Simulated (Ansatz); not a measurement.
# AlGa3N4: single-point calculation

- system: AlGa3N4 (32 atoms in the cell)
- method: DFT PBEsol, scalar-relativistic, plane waves, PAW, no spin polarisation (Ansatz 0.2.0)

The structure derives from a Materials Project entry. It belongs to a series of runs on one base structure; here: the perfect crystal in a cell of 32 atoms.

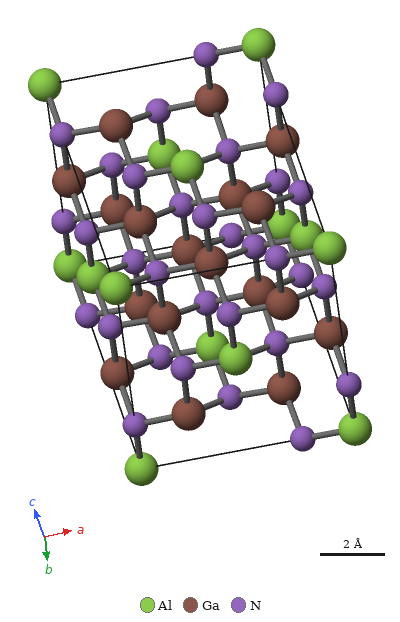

The input geometry (ball-and-stick view of the cell of the calculation, seen at an oblique angle). An atom can appear more than once, as a periodic image.

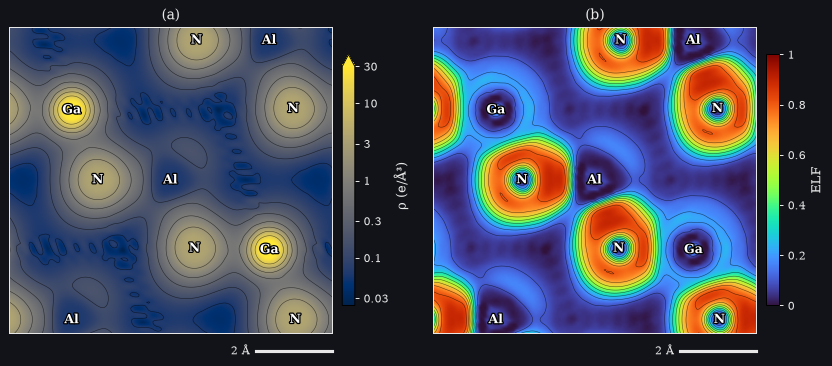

(a) valence charge density (pseudo); (b) electron localisation function on the (001) plane of the calculation cell. Ga–N (1.95 Å): ρ at the midpoint is about 0.78 e/Å³; the ELF is about 0.50 at the midpoint. Away from the nuclei the density in this plane falls to 0.02 e/Å³ at its lowest. The fields are those of the smooth PAW valence density.

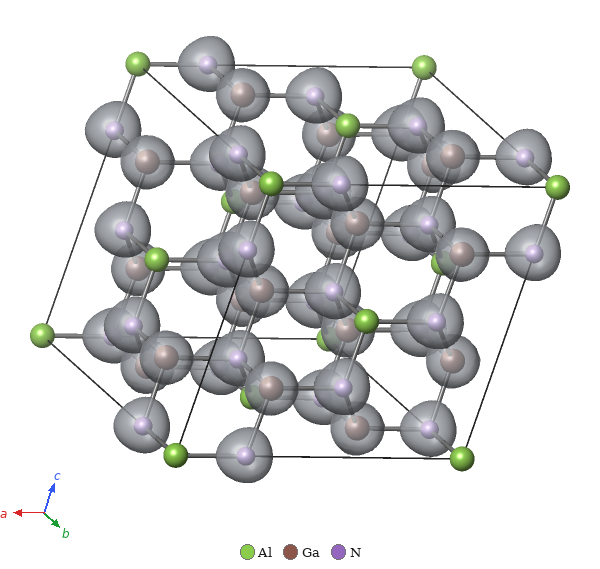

Isosurface of the valence charge density (pseudo) at 1 e/Å³ (grey), seen at an oblique angle. Sticks mark near contacts. The outline is the calculation cell. At this value the density breaks into separate islands; it holds about 65 % of the electrons treated as valence (semicore included). It is pinched off along the Al–N (1.90 Å) and Ga–N (1.95 Å) contacts. On the grid the lowest density along these lines, outside the cores, is 0.57 e/Å³ (Al–N, 1.90 Å) and 0.73 e/Å³ (Ga–N, 1.95 Å).

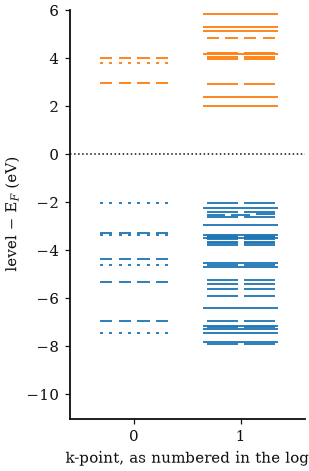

Kohn–Sham levels near the Fermi level (dotted) at the few k-points that the log prints; levels within 0.02 eV of each other stand side by side. Among these points the highest filled and lowest empty levels are 4.04 eV apart, which is the gap on the mesh.

The input that produced these results follows, with the program's output.

The input:
```yaml
crystal:
  lattice:
    - [-4.4676279096, 4.4676279096, 4.4676279096]
    - [4.4676279096, -4.4676279096, 4.4676279096]
    - [4.4676279096, 4.4676279096, -4.4676279096]
  atoms:
    - { symbol: Al, position: [0.0, 0.0, 0.0] }
    - { symbol: Al, position: [0.5, 0.5, 0.0] }
    - { symbol: Al, position: [0.5, 0.0, 0.5] }
    - { symbol: Al, position: [0.0, 0.5, 0.5] }
    - { symbol: Ga, position: [0.25, 0.25, 0.5] }
    - { symbol: Ga, position: [0.75, 0.75, 0.5] }
    - { symbol: Ga, position: [0.75, 0.25, 0.0] }
    - { symbol: Ga, position: [0.25, 0.75, 0.0] }
    - { symbol: Ga, position: [0.25, 0.5, 0.25] }
    - { symbol: Ga, position: [0.75, 0.0, 0.25] }
    - { symbol: Ga, position: [0.75, 0.5, 0.75] }
    - { symbol: Ga, position: [0.25, 0.0, 0.75] }
    - { symbol: Ga, position: [0.5, 0.25, 0.25] }
    - { symbol: Ga, position: [0.0, 0.75, 0.25] }
    - { symbol: Ga, position: [0.0, 0.25, 0.75] }
    - { symbol: Ga, position: [0.5, 0.75, 0.75] }
    - { symbol: "N", position: [0.5, 0.5, 0.7550309218] }
    - { symbol: "N", position: [0.0, 0.0, 0.7550309218] }
    - { symbol: "N", position: [0.0, 0.5, 0.2550309218] }
    - { symbol: "N", position: [0.5, 0.0, 0.2550309218] }
    - { symbol: "N", position: [0.5, 0.7550309218, 0.5] }
    - { symbol: "N", position: [0.0, 0.2550309218, 0.5] }
    - { symbol: "N", position: [0.0, 0.7550309218, 0.0] }
    - { symbol: "N", position: [0.5, 0.2550309218, 0.0] }
    - { symbol: "N", position: [0.7550309218, 0.5, 0.5] }
    - { symbol: "N", position: [0.2550309218, 0.0, 0.5] }
    - { symbol: "N", position: [0.2550309218, 0.5, 0.0] }
    - { symbol: "N", position: [0.7550309218, 0.0, 0.0] }
    - { symbol: "N", position: [0.2449690782, 0.2449690782, 0.2449690782] }
    - { symbol: "N", position: [0.7449690782, 0.7449690782, 0.2449690782] }
    - { symbol: "N", position: [0.7449690782, 0.2449690782, 0.7449690782] }
    - { symbol: "N", position: [0.2449690782, 0.7449690782, 0.7449690782] }
basis:
  ecutwfc: 420
  xc_grid: 2
kpoints:
  mp_grid: { grid: [2, 2, 2], shift: [0.5, 0.5, 0.5] }
hamiltonian:
  xc: pbesol
scf:
  occupations: { method: gaussian, width: 0.01 }
output:
  forces: true
  stress: true
  eigenvalues: true
  write_density: true
  write_potential: true
  elf: true
  volumetric_format: npy
```

Launch command:
```bash
ansatz run input.yaml --threads 4 --pin off --max-ram 10240MiB --backend cpu --events-out ev --progress --plain --runs-dir out
```

The program's output:
```
Engine: ansatz 0.2.0, aarch64-unknown-linux-gnu
Pseudopotentials: kind: paw
Pseudopotential: Al, paw, valence charge 3, recommended cutoff 420 eV (normal), Al.paw.azcp
Pseudopotential: Ga, paw, valence charge 13, recommended cutoff 420 eV (normal), Ga.paw.azcp
Pseudopotential: N, paw, valence charge 5, recommended cutoff 420 eV (normal), N.paw.azcp
Functional definition: PBEsol
  exchange = pbesol_x
  correlation = pbesol_c
Crystal: 32 atoms, lattice volume = 356.690 Å³
Basis set: ecut = 420 eV, 6963 PW (Γ), exchange–correlation on 108×108×108 points (8 copies of the dense FFT grid, shifted against one another)
Bands: 156, of which v1, the nominal top of the filled ones, is band 124 counted from 1 (123 counted from 0)
Symmetry: 96 space group operations
Space group: P-43m (ITA 215), of the structure as read, at distance tolerance 7.1e-5 Å
k-points: 2 of 8 (time reversal used)
Non-local potential: Al, projectors of the file, l = 0: 2, l = 1: 2, l = 2: 1
Non-local potential: Ga, projectors of the file, l = 0: 2, l = 1: 2, l = 2: 3, l = 3: 1
Non-local potential: N, projectors of the file, l = 0: 2, l = 1: 2, l = 2: 1
PAW form: soft (Blöchl's): semilocal exchange-correlation on the pseudo side does not see the compensation charge
PAW frozen core: Al, regenerated for the run's functional, and the local potential with it (the file was generated under x = pbe(κ = 0.804, μ = 0.2195149727645171), c = pbe(β = 0.06672455060314922))
PAW frozen core: Ga, regenerated for the run's functional, and the local potential with it (the file was generated under x = pbe(κ = 0.804, μ = 0.2195149727645171), c = pbe(β = 0.06672455060314922))
PAW frozen core: N, regenerated for the run's functional, and the local potential with it (the file was generated under x = pbe(κ = 0.804, μ = 0.2195149727645171), c = pbe(β = 0.06672455060314922))
PAW one-centre angular grid: Al, 110 points (default); XC on 64 Gauss nodes
PAW one-centre angular grid: Ga, 590 points (default); XC on 64 Gauss nodes
PAW one-centre angular grid: N, 110 points (default); XC on 64 Gauss nodes
Initial density: superposition of atomic densities (neutral atoms: chi_scale 0, normalization atom), corrected by the library's trained network
Initial wavefunctions: pseudopotential atomic-orbital guess
Functional: x = pbesol(κ = 0.804, μ = 0.12345679012345678), c = pbesol(β = 0.046)
SCF iter   1: F=—  HF=-53097.794853 eV  |F-HF|=—  |Δ(HF+E_count)|=         —  Δρ=1.18e-2  dr2=4.90e-1  ethr=1.77e-3  ⟨swp⟩=6.5  Hψ=1221  notcnv=0  defer=17
preconditioner: auto → Resta (q_TF=auto, 2.568 Å⁻¹)  ε∞=4.7  [insulator: Δε(μ)=3.969 eV  Ē_g=16.092 eV  σ=0.010 eV  W_gap=1.00  n_scr=86 (ndim 8)  ℏωp=31.0 eV  f_vac=0.000  D(μ)=0.00/eV (n_scr^D=0)  ε∞_Penn≈4.7]
SCF iter   2: F=—  HF=-53097.654554 eV  |F-HF|=—  |Δ(HF+E_count)|=   1.40e-1  Δρ=1.83e-3  dr2=1.21e-2  ethr=1.97e-4  ⟨swp⟩=2.5  Hψ=533  notcnv=0  defer=56
SCF iter   3: F=—  HF=-53097.652610 eV  |F-HF|=—  |Δ(HF+E_count)|=   1.94e-3  Δρ=8.79e-4  dr2=2.37e-3  ethr=4.89e-6  ⟨swp⟩=2.0  Hψ=360  notcnv=0  defer=56
SCF iter   4: F=—  HF=-53097.652504 eV  |F-HF|=—  |Δ(HF+E_count)|=   1.06e-4  Δρ=1.59e-4  dr2=9.56e-5  ethr=9.57e-7  ⟨swp⟩=3.0  Hψ=580  notcnv=0  defer=56
SCF iter   5: F=—  HF=-53097.652365 eV  |F-HF|=—  |Δ(HF+E_count)|=   1.39e-4  Δρ=1.08e-4  dr2=2.34e-5  ethr=3.86e-8  ⟨swp⟩=2.0  Hψ=503  notcnv=0  defer=56
SCF iter   6: F=—  HF=-53097.652431 eV  |F-HF|=—  |Δ(HF+E_count)|=   6.61e-5  Δρ=2.17e-5  dr2=1.21e-6  ethr=9.44e-9  ⟨swp⟩=2.0  Hψ=411  notcnv=0  defer=56
SCF iter   7: F=-53097.652432 eV  HF=-53097.652432 eV  |F-HF|=1.17e-8  |Δ(HF+E_count)|=   6.09e-7  Δρ=2.74e-6  dr2=2.03e-8  ethr=4.03e-11  ⟨swp⟩=16.5  Hψ=2366  notcnv=0
SCF 1 converged in 7 iterations: F = -53097.652432 eV  dr2 = 2.03e-8
  greatest PAW one-centre occupation: 0.995 electrons in one spin orbital (limit 2), on the Ga atom at site 15 (counted from 0), in its partial waves of l = 2
SCF converged after 7 iterations
Free energy (F): -53097.652432 eV
Harris-Foulkes:  -53097.652432 eV  (|F-HF|=1.17e-8)
Internal energy: -53097.652432 eV  (E = F + TS)
E sigma→0 (E₀):  -53097.652432 eV
Fermi energy:    10.518367 eV
--- Per-component energies (eV) ---
  E_band       = -77.165433
  E_kinetic    = 3594.198436
  E_local      = -26040.253365  (includes V_loc(G=0)·N_el)
  E_nonlocal   = 5928.337775
  E_hartree    = 11906.870039
  E_xc         = -1934.864356
  E_vxc        = -2035.967299  (∫ρ·V_xc dr)
  E_paw        = -27221.889490  (= ΣΔE_a)
  E_vpaw       = -5337.218162  (= ΣTr[D̂ρ^β])
  E_aug_tail   = 0.000691  (compensation charges beyond the density's cutoff)
  E_ewald      = -19340.934032
  E_core_change = 10.881871  (= ΣΔE_core)
  E_smearing   = -0.000000  (= −TS)
  E_closure    = -0.000000  (closes the sum)
  Σ components = -53097.652432   (vs F -53097.652432, Δ=0.00e0)
--- Forces (eV/Å), atoms counted from 1 ---
  atom   1  Al     0.00000000    -0.00000000    -0.00000000
  atom   2  Al     0.00000000    -0.00000000    -0.00000000
  atom   3  Al     0.00000000    -0.00000000    -0.00000000
  atom   4  Al     0.00000000     0.00000000     0.00000000
  atom   5  Ga     0.00000000     0.00000000     0.00000000
  atom   6  Ga     0.00000000     0.00000000     0.00000000
  atom   7  Ga     0.00000000     0.00000000     0.00000000
  atom   8  Ga     0.00000000     0.00000000     0.00000000
  atom   9  Ga     0.00000000    -0.00000000     0.00000000
  atom  10  Ga     0.00000000    -0.00000000     0.00000000
  atom  11  Ga     0.00000000     0.00000000     0.00000000
  atom  12  Ga     0.00000000    -0.00000000    -0.00000000
  atom  13  Ga     0.00000000    -0.00000000    -0.00000000
  atom  14  Ga     0.00000000     0.00000000    -0.00000000
  atom  15  Ga     0.00000000     0.00000000    -0.00000000
  atom  16  Ga     0.00000000     0.00000000    -0.00000000
  atom  17  N     -0.00313471    -0.00313471     0.00313471
  atom  18  N     -0.00313471    -0.00313471     0.00313471
  atom  19  N     -0.00313471    -0.00313471     0.00313471
  atom  20  N     -0.00313471    -0.00313471     0.00313471
  atom  21  N     -0.00313471     0.00313471    -0.00313471
  atom  22  N     -0.00313471     0.00313471    -0.00313471
  atom  23  N     -0.00313471     0.00313471    -0.00313471
  atom  24  N     -0.00313471     0.00313471    -0.00313471
  atom  25  N      0.00313471    -0.00313471    -0.00313471
  atom  26  N      0.00313471    -0.00313471    -0.00313471
  atom  27  N      0.00313471    -0.00313471    -0.00313471
  atom  28  N      0.00313471    -0.00313471    -0.00313471
  atom  29  N      0.00313471     0.00313471     0.00313471
  atom  30  N      0.00313471     0.00313471     0.00313471
  atom  31  N      0.00313471     0.00313471     0.00313471
  atom  32  N      0.00313471     0.00313471     0.00313471
  max |Σ_I F_I| component: 1.69e-17 eV/Å
--- Stress (GPa, compression-positive) ---
        0.023225       0.000000      -0.000000
        0.000000       0.023225       0.000000
       -0.000000      -0.000000       0.023225
  P = ⅓ Tr σ = 0.0232 GPa (0.232 kbar)
--- Band table (eV) ---
  k-point 0: bands = ["-6.1690", "-6.1690", "-6.1690", "-6.1690", "-5.6425", "-5.6425", "-5.6425", "-5.6425", "-5.5779", "-5.5779", "-5.5779", "-5.5779", "-5.5779", "-5.5779", "-5.5779", "-5.5779", "-4.2641", "-4.2641", "-4.2641", "-4.2641", "-4.2641", "-4.2641", "-4.2641", "-4.2641", "-4.1982", "-4.1982", "-4.1982", "-4.1982", "-4.1790", "-4.1790", "-4.1790", "-4.1790", "-4.1790", "-4.1790", "-4.1790", "-4.1790", "-4.1582", "-4.1582", "-4.1582", "-4.1582", "-4.0964", "-4.0964", "-4.0964", "-4.0964", "-4.0964", "-4.0964", "-4.0964", "-4.0964", "-4.0414", "-4.0414", "-4.0414", "-4.0414", "-4.0414", "-4.0414", "-4.0414", "-4.0414", "-4.0223", "-4.0223", "-4.0223", "-4.0223", "-3.9777", "-3.9777", "-3.9777", "-3.9777", "-2.8582", "-2.8582", "-2.8582", "-2.8582", "-2.8582", "-2.8582", "-2.8582", "-2.8582", "-2.6823", "-2.6823", "-2.6823", "-2.6823", "3.0480", "3.0480", "3.0480", "3.0480", "3.0480", "3.0480", "3.0480", "3.0480", "3.5698", "3.5698", "3.5698", "3.5698", "5.1747", "5.1747", "5.1747", "5.1747", "5.9177", "5.9177", "5.9177", "5.9177", "5.9177", "5.9177", "5.9177", "5.9177", "6.1408", "6.1408", "6.1408", "6.1408", "7.1612", "7.1612", "7.1612", "7.1612", "7.1612", "7.1612", "7.1612", "7.1612", "7.2466", "7.2466", "7.2466", "7.2466", "8.4849", "8.4849", "8.4849", "8.4849", "8.4849", "8.4849", "8.4849", "8.4849", "13.4722", "13.4722", "13.4722", "13.4722", "14.3136", "14.3136", "14.3136", "14.3136", "14.3136", "14.3136", "14.3136", "14.3136", "14.5149", "14.5149", "14.5149", "14.5149", "16.7645", "16.7645", "16.7645", "16.7645", "16.7645", "16.7645", "16.7645", "16.7645", "17.4178", "17.4178", "17.4178", "17.4178", "18.5720", "18.5720", "18.5720", "18.5720"]
  k-point 1: bands = ["-6.5308", "-5.9638", "-5.9638", "-5.8453", "-5.8153", "-5.8153", "-5.6684", "-5.6684", "-5.6456", "-5.6068", "-5.5793", "-5.5793", "-5.5544", "-5.5544", "-5.5251", "-5.5251", "-4.2699", "-4.2663", "-4.2663", "-4.2577", "-4.2577", "-4.2566", "-4.2566", "-4.2478", "-4.2421", "-4.2421", "-4.2168", "-4.2130", "-4.2129", "-4.2129", "-4.2083", "-4.2083", "-4.1987", "-4.1706", "-4.1664", "-4.1664", "-4.1587", "-4.1472", "-4.1472", "-4.1203", "-4.1203", "-4.1127", "-4.1127", "-4.1083", "-4.1083", "-4.0919", "-4.0919", "-4.0882", "-4.0477", "-4.0437", "-4.0437", "-4.0422", "-4.0422", "-4.0361", "-4.0138", "-4.0138", "-4.0138", "-4.0138", "-4.0129", "-4.0117", "-3.9726", "-3.7796", "-3.7796", "-3.6454", "-3.6454", "-3.2091", "-3.1701", "-3.1701", "-3.1168", "-2.7909", "-2.6131", "-2.6131", "-2.5136", "-2.5136", "-2.4178", "-2.4178", "2.6050", "2.6050", "2.6758", "3.0708", "3.2244", "3.3226", "3.3226", "3.3657", "3.5466", "3.5466", "4.0969", "4.6000", "4.6000", "4.8901", "4.8901", "5.0955", "5.0955", "5.2591", "5.2591", "5.7984", "5.8997", "5.8997", "5.9781", "6.7370", "6.7370", "6.8145", "6.8145", "6.8531", "6.8531", "6.9714", "6.9714", "7.0338", "7.0570", "7.0570", "7.0932", "7.0932", "7.1686", "7.5811", "7.9055", "7.9055", "7.9931", "7.9931", "8.0114", "8.0981", "8.0981", "8.2714", "8.4960", "8.4960", "12.5407", "12.9174", "13.4544", "13.4544", "14.4626", "14.4626", "14.5701", "14.5701", "14.6942", "14.7154", "14.7154", "15.3540", "15.3540", "15.3678", "15.3678", "15.6563", "15.7968", "16.3580", "16.7448", "16.7818", "16.7818", "16.9329", "16.9329", "16.9533", "16.9533", "17.1040", "17.1040", "17.1776", "17.7850", "18.2857", "18.2857", "18.7007"]
```

Summary:

- outcome: converged
- space group (tolerance 0.01 Å): P-43m (215)
- electrons treated: 248
- free energy: −53097.6524 eV
- Fermi energy: 10.518 eV
- gap on the k-point mesh: 4.04 eV
- pressure: 0.02 GPa
- largest force (length of the vector): 0.005 eV/Å
- hardware: 4 threads of Arm Neoverse V1, 24 GiB of memory available, shared host
- wall time: 6.8 s (CPU time 26 s)
- peak memory: 0.86 GiB
